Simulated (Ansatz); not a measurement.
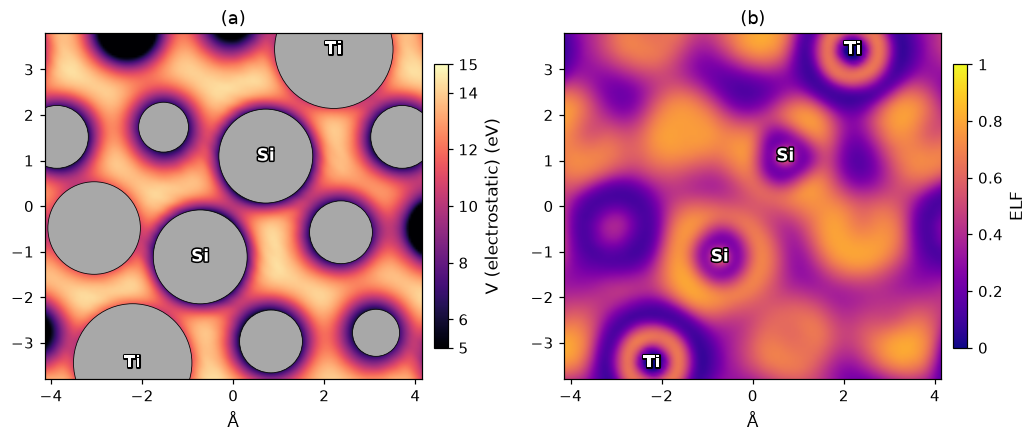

Figure. Ti₇Si₁₇ (cell with a defect). (a) electrostatic potential energy of an electron; (b) electron localisation function on the (001) plane of the calculation cell. Grey discs cover the atomic cores in the potential map.

Computed without spin polarisation.

The calculation used DFT PBEsol, scalar-relativistic, plane waves, PAW in Ansatz.

Core electrons are frozen (PAW), and the valence fields are smoothed inside the atomic spheres.

What do the fields say about this system?

Answer.
- The section cuts through Ti and Si sites.
- Atoms just off the plane (Si, 0.8 Å away and Ti, 0.8 Å away) can leave unmarked features too.
- Si–Si (2.64 Å): the ELF peaks at about 0.65 between the atoms.
- The features right at Ti lie inside the PAW spheres, where the map follows smoothed inner orbitals and isn't to be read closely.
- Outside the cores the potential energy rises away from the atoms and is highest about 1.7 Å from the nearest atoms; its zero is arbitrary.

Metal or insulator at this level of theory?

Answer. It is metallic or semimetallic at this level of theory: no gap opens.
